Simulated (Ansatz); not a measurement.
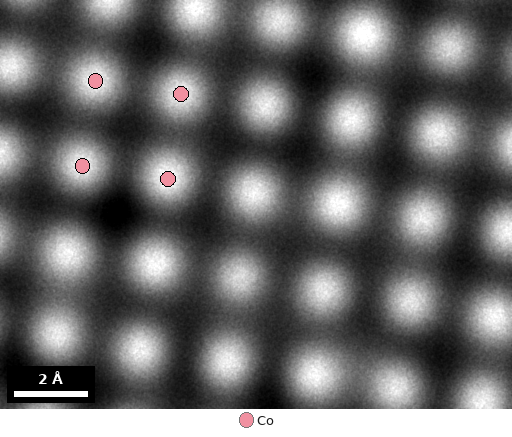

HAADF-like image of Co (Pm-3m, No. 221) along [001]. Simulated incoherent Z contrast: every atom adds Z^1.7 spread by a probe of 1.30 Å full width; channelling and multiple scattering are left out. The probe carries 15 % of its weight in a tail 2.5 times as wide. Shot noise and the speckle of an amorphous layer were added. Atomic positions: the geometry given to an electronic-structure calculation, possibly off equilibrium; the starting structure was generated, so it need not be a known form of this composition.

Coloured dots in one corner mark the columns of the model.

Q: Describe what the image shows.

A: The columns repeat on a square net with a repeat of 2.36 Å (plane group p4mm). All columns are alike (Co). The shortest distance between visible columns is 2.36 Å in projection. Along the beam the structure repeats every 2.36 Å.
